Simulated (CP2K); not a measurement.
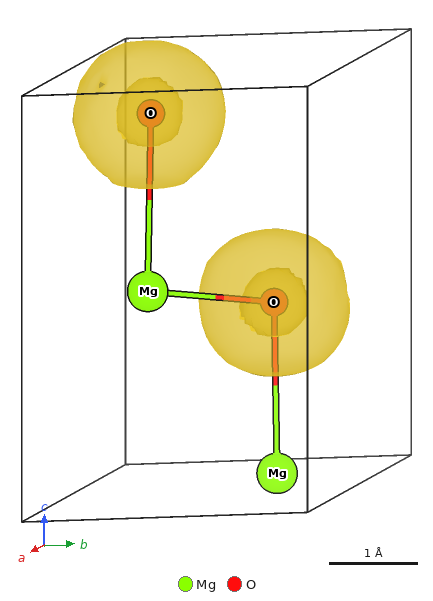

MgO. Isosurface of the electron localisation function at 0.75 (yellow), seen slightly off an axis. Only the valence region is drawn (cores and ρ < 0.01 e/Å³ removed). Sticks mark near contacts.

Space group P1; a structure from a database of computed crystals, not necessarily the ambient phase; changed on purpose from its base cell (atoms moved at random by about 0.05 A); not relaxed (largest force 1.5 eV/Å); computed pressure about 7 GPa in this cell.

The calculation used Kohn-Sham DFT of a periodic cell, PBE, GTH-PBE with UZH-TZVP basis in CP2K.

In a pseudopotential calculation such maps are meaningful between the atoms, not at the nuclei.

Where are the electrons localised?

The ELF exceeds this value in two regions wrapped around O (the valence shell of each), counted in one cell of 4 atoms. Any copies at cell faces, edges or corners count once. Along the contacts the grid gives the following. Mg–O (1.87 Å): the ELF peaks at about 0.85 in the valence shell of O, 0.6 Å from its nucleus, and is about 0.30 at the midpoint: a largely ionic contact. Mg–O (1.95 Å): the ELF peaks at about 0.85 in the valence shell of O, 0.6 Å from its nucleus, and is about 0.30 at the midpoint: a largely ionic contact.
